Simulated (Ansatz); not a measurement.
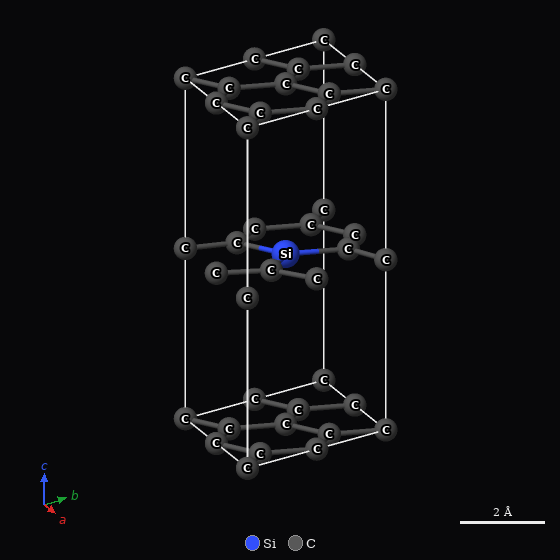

This ball-and-stick model is shown slightly off an axis. The supercell is outlined; an atom on or near a face, edge or corner is repeated at each equivalent position. The host is C, in a cell of 16 sites, and the cell is neutral.

Question: What defect is present?

Answer: Silicon on a carbon site (a substitutional impurity). It is bonded to three C in a trigonal planar arrangement at about 1.6 Å.

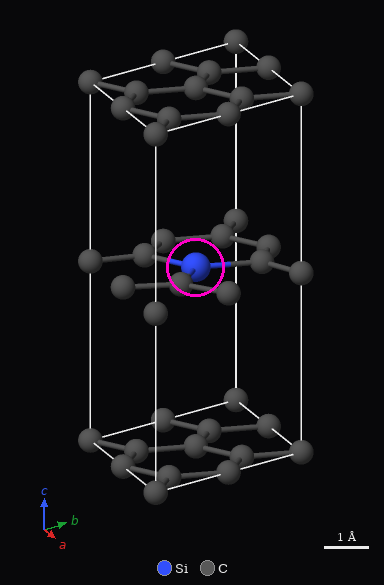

The same cell with a ring at the defect's site.

The atoms were relaxed in the host's cell with Ansatz, DFT PBE, scalar-relativistic, plane waves, PAW.
